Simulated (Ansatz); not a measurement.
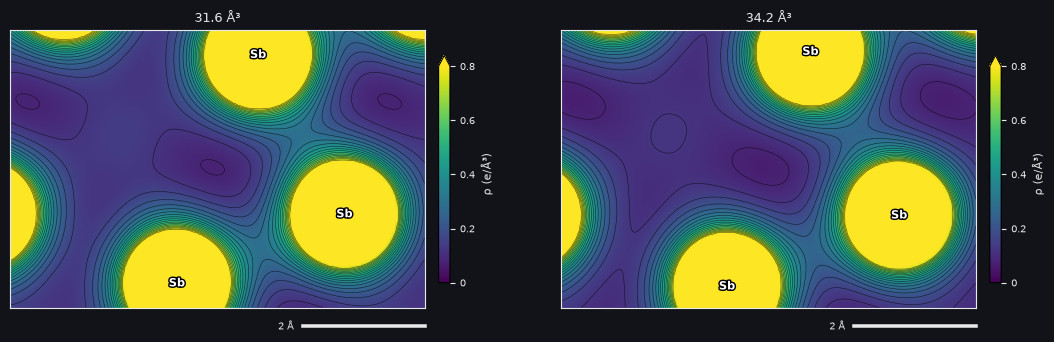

Sb. The valence electron density of cells scaled evenly to different volumes (given per atom above each panel), on the (001) plane of each (indices in the axes of the cell below), at one length scale and on one colour scale.

A structure from a database of computed crystals, not necessarily the ambient phase.

The calculation used Kohn-Sham DFT of a periodic cell, LDA, Ansatz PAW (Ansatz 0.2.0).

Core electrons are frozen (PAW), and the valence fields are smoothed inside the atomic spheres.

The largest cell:

```
Sb
1.0
    -4.08304    4.08304    2.05214
     4.08304   -4.08304    2.05214
     4.08304    4.08304   -2.05214
Sb
4
Direct
  0.65126 0.15126 0.80253
  0.15126 0.34874 0.50000
  0.34874 0.84874 0.19747
  0.84874 0.65126 0.50000
```

| volume (Å³/atom) | Sb–Sb contact in the plane (Å) | ρ at its midpoint (e/Å³) | pressure (GPa) | 
| --- | --- | --- | --- |
| 31.58 | 2.987 | 0.293 | 0.3 | 
| 32.24 | 3.008 | ? | ? | 
| 34.21 | 3.068 | 0.260 | −3.5 | 

### Estimate the missing row, and compare with the calculation.

Over the known rows ln ρ falls by 1.48 per Å of Sb–Sb distance (the line through the two), which gives 0.284 e/Å³ at 3.008 Å; the calculation gives 0.284 e/Å³. For the pressure, a straight line in volume between the neighbouring rows gives −0.7 GPa; the calculation gives −0.8.
